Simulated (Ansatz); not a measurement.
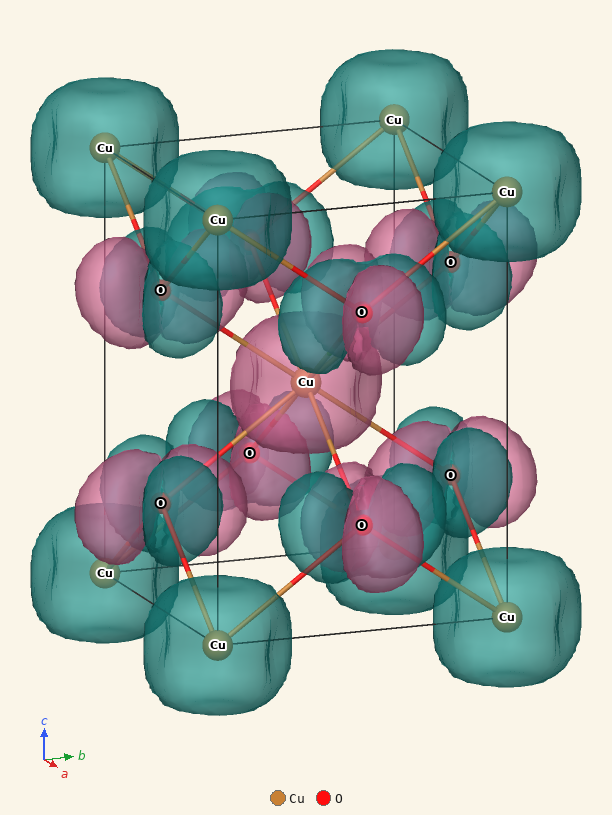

*CuO$_{2}$. Isosurfaces of the spin density (up minus down) at +0.02 (teal) and −0.02 e/Å³ (pink), seen slightly off an axis. Sticks mark near contacts.*

Space group Fm-3m; started from the fluorite prototype, which need not be the ambient phase; spin-polarised.

Computed with Ansatz 0.2.0, DFT PBEsol, scalar-relativistic, plane waves, PAW.

The density is the valence pseudo-density of a PAW calculation; it isn't the true density close to the nuclei.

> Describe the spin distribution.

The spin density sits on Cu: +0.4 μB and −0.4 μB in one cell of 6 atoms: antiferromagnetic in this solution, which needn't be the ground state, with some nearest magnetic neighbours parallel and some opposed. The cell of the calculation (6 atoms) carries 0.0 μB of net spin moment.
